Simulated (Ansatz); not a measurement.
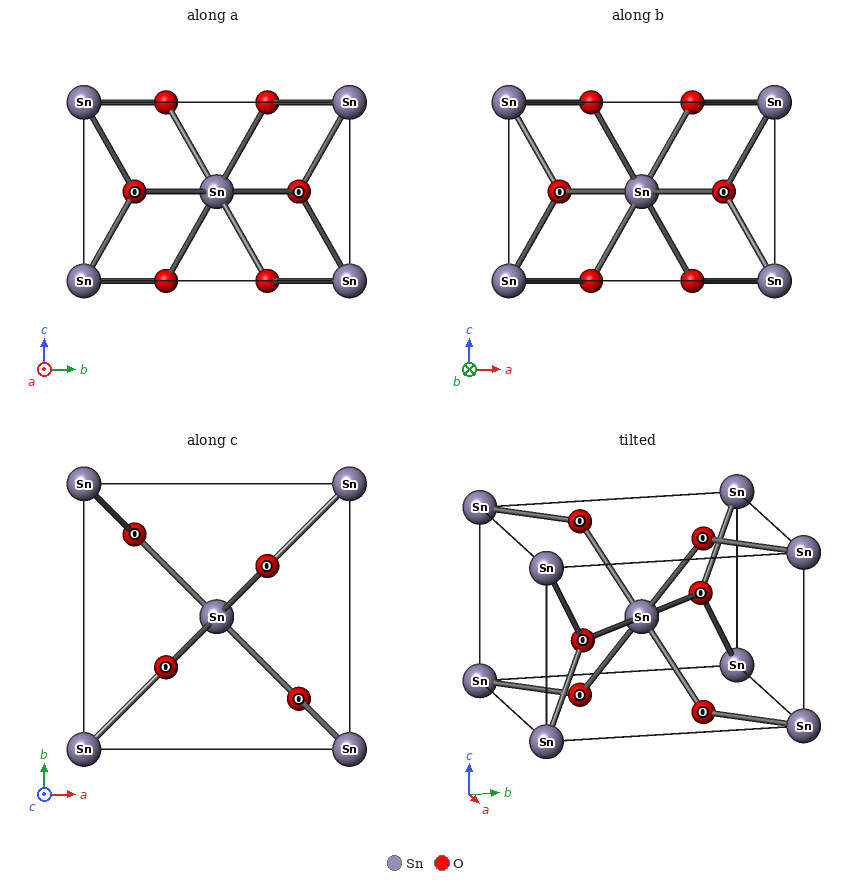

Ball-and-stick drawing of the structure, looking along the a axis, along the b axis, along the c axis and slightly off an axis. Lines trace the edges of the conventional unit cell.

Lattice parameters: a = 4.9510 Å, b = 4.9510 Å, c = 3.3281 Å, α = 90.000°, β = 90.000°, γ = 90.000°.

Question: Reconstruct the structure as a CIF in P1 with every atom of the cell, with free fractional coordinates to two decimals.

Answer:
```cif
data_structure
_symmetry_space_group_name_H-M 'P 1'
_symmetry_Int_Tables_number 1
_cell_length_a 4.9510
_cell_length_b 4.9510
_cell_length_c 3.3281
_cell_angle_alpha 90.000
_cell_angle_beta 90.000
_cell_angle_gamma 90.000
_cell_volume 81.58
loop_
_atom_site_label
_atom_site_type_symbol
_atom_site_fract_x
_atom_site_fract_y
_atom_site_fract_z
_atom_site_occupancy
Sn1 Sn 0.00 0.00 0.00 1
Sn2 Sn 0.50 0.50 0.50 1
O1 O 0.31 0.31 0.00 1
O2 O 0.19 0.81 0.50 1
O3 O 0.81 0.19 0.50 1
O4 O 0.69 0.69 0.00 1
```

The model was built from a structure type filled with these elements by a generator (whether the compound takes this form wasn't checked). The cell was then strained or its atoms displaced on purpose. A calculation with Ansatz used it as input.

At this level of theory the cell isn't at rest (stretched, at -20 GPa), so its distances can differ from those at equilibrium, the more so the softer the solid.
